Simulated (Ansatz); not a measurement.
# WS$_{2}$: what the fields show

Input

```
crystal:
  lattice:
    - [3.1461313781, 0.0, 0.0]
    - [-1.5730656891, 2.7246296971, 0.0]
    - [0.0, 0.0, 12.6917314098]
  atoms:
    - { symbol: W, position: [0.3333333333, 0.6666666667, 0.25] }
    - { symbol: W, position: [0.6666666667, 0.3333333333, 0.75] }
    - { symbol: S, position: [0.3571721344, 0.6666666667, 0.626489117] }
    - { symbol: S, position: [0.6905054677, 0.3333333333, 0.126489117] }
    - { symbol: S, position: [0.3094945323, 0.6666666667, 0.873510883] }
    - { symbol: S, position: [0.6428278656, 0.3333333333, 0.373510883] }
basis:
  ecutwfc: 420
kpoints:
  mp_grid: { grid: [12, 12, 2] }
hamiltonian:
  xc: pbesol
scf:
  occupations: { method: gaussian, width: 0.05 }
output:
  forces: true
  stress: true
  eigenvalues: true
  write_density: true
  write_potential: true
  elf: true
  volumetric_format: npy
```

Launched as:

```sh
ansatz run input.yaml --threads 2 --pin off --max-ram 5120MiB --backend cpu --events-out ev --progress --plain --runs-dir out
```

Below, planes, directions and counts refer to the conventional cell (a = 3.15 Å, b = 5.45 Å, c = 12.69 Å, α = 90.00°, β = 90.00°, γ = 90.00°).

Space group C2/c; not relaxed (largest force 0.8 eV/Å).

Level of theory: DFT PBEsol, scalar-relativistic, plane waves, PAW in Ansatz.

Core electrons are frozen (PAW), and the valence fields are smoothed inside the atomic spheres.

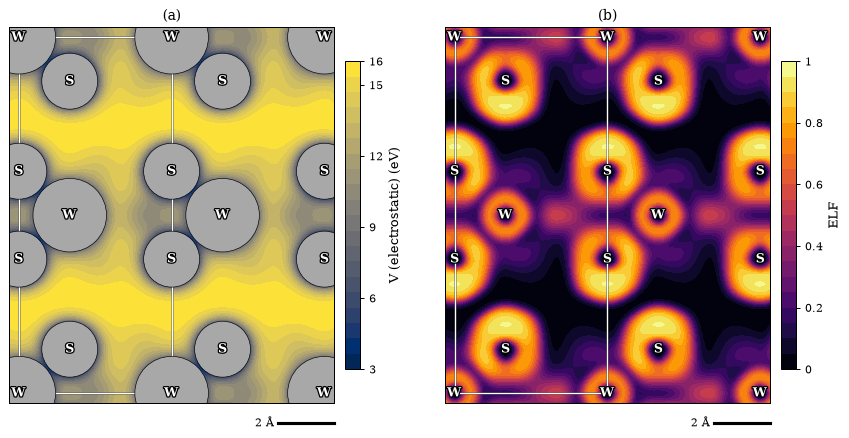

Figure 1. (a) electrostatic potential (local pseudopotential plus Hartree) felt by an electron; (b) electron localisation function on the (100) plane of the conventional cell. Grey discs cover the atomic cores in the potential map.

Question: Describe what can be read from this map.

Answer: The section cuts through W and S sites.
W–S (2.40 Å): the ELF peaks at about 0.85 in the valence shell of S, 0.8 Å from its nucleus, and is about 0.50 at the midpoint.
The features right at W lie inside the PAW spheres, where the map follows smoothed inner orbitals and isn't to be read closely.
Outside the cores the potential energy rises away from the atoms and is highest about 2.4 Å from the nearest atoms; its zero is arbitrary.

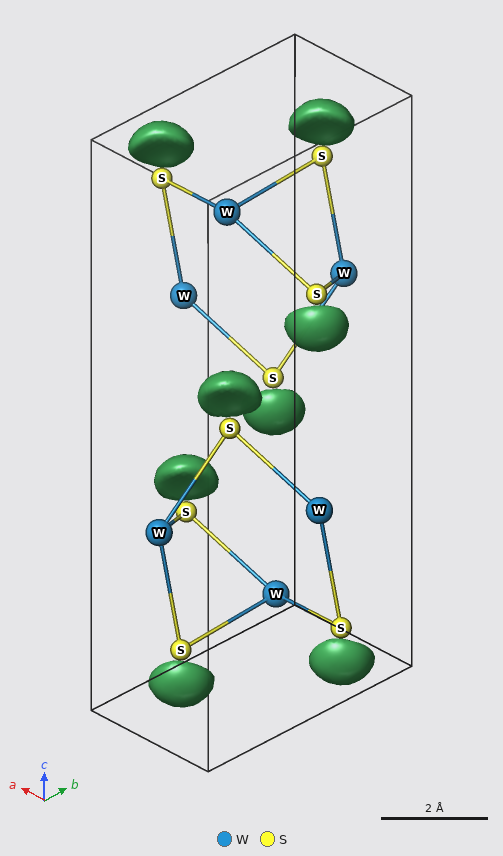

Figure 2. Isosurface of the ELF at 0.9 (green), seen at an oblique angle. Core shells and regions of very low density are left out. Sticks mark near contacts.

Question: Describe the localisation domains.

Answer: The surface consists of eight lobes on S, pointing away from the bonds (lone pairs), counted in one cell of 12 atoms. Regions shared between cells count once.


W–S (2.35 Å): the ELF peaks at about 0.85 in the valence shell of S, 0.8 Å from its nucleus, and is about 0.50 at the midpoint.

Question: Does the calculation give a band gap?

Answer: It is gapped, with a Kohn–Sham gap of 1.1 eV on the k-point mesh, an upper bound to the gap of this method.
